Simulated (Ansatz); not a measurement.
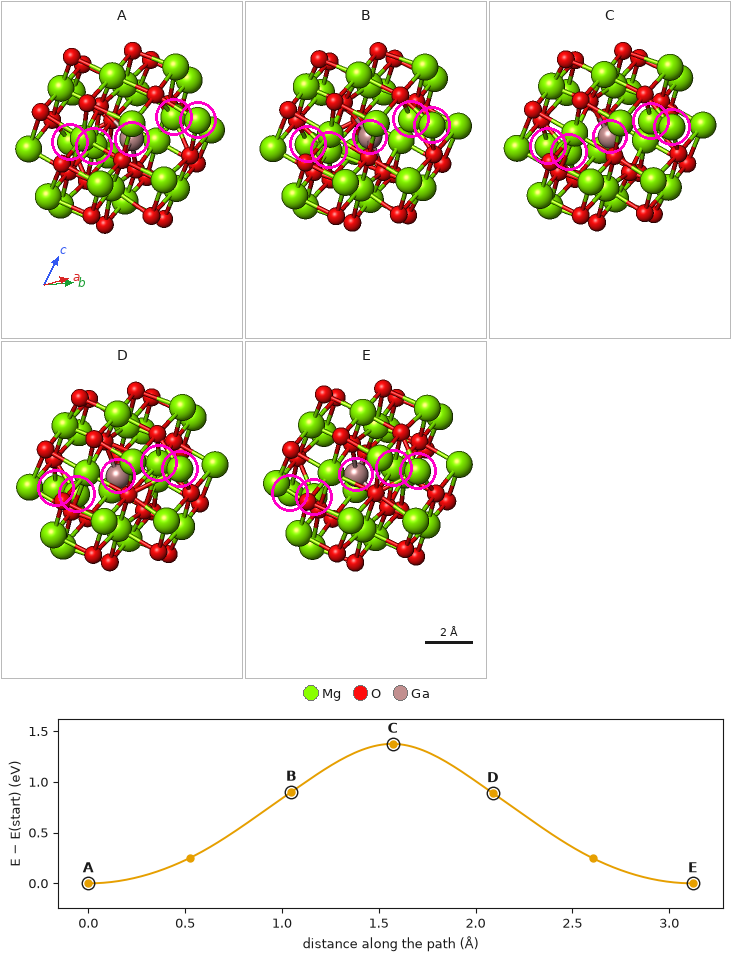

A nudged-elastic-band calculation for MgO with an interstitial Ga (17 atoms in the cell). Images are numbered from 0 (start) to 6 (end). Frames A to E are images 0, 2, 3, 4, 6. Style: ball-and-stick. Shown: the atoms within 4.6 Å of the middle of the path, from a free direction. The atoms that move most are ringed. Bonds to atoms that aren't drawn are left out.

All numbers below come from Ansatz 0.2.0, DFT PBE-D3(BJ), scalar-relativistic, plane waves, PAW. Run with plane-wave cutoff 420 eV; k-point mesh 3 × 3 × 3; Fermi-Dirac smearing 0.05 eV; spin collinear; 5 movable images; climbing image; force threshold 0.05 eV/Å; iteration limit 24; starting path by image-dependent pair potential.

Question: What happens along the path, and what is the barrier?

Answer: The Ga atom travels furthest, 1.91 Å from end to end, roughly along [−3 1 1], on a straight line. It doesn't move alone: Mg (1.19 Å), Mg (1.19 Å) move with it. The two ends have the same energy, and the highest point, image 3, lies 1.38 eV above the start. The band converged in 12 iterations. The largest component of the band force went from 4.3 to 0.033 eV/Å. The climbing image converged on the top of the path. Its curvatures weren't checked.

Limits of the set-up: the periodic images lie only 6.0 Å apart, so the values are limited by the cell's size.

PAW datasets: the set soft_1.
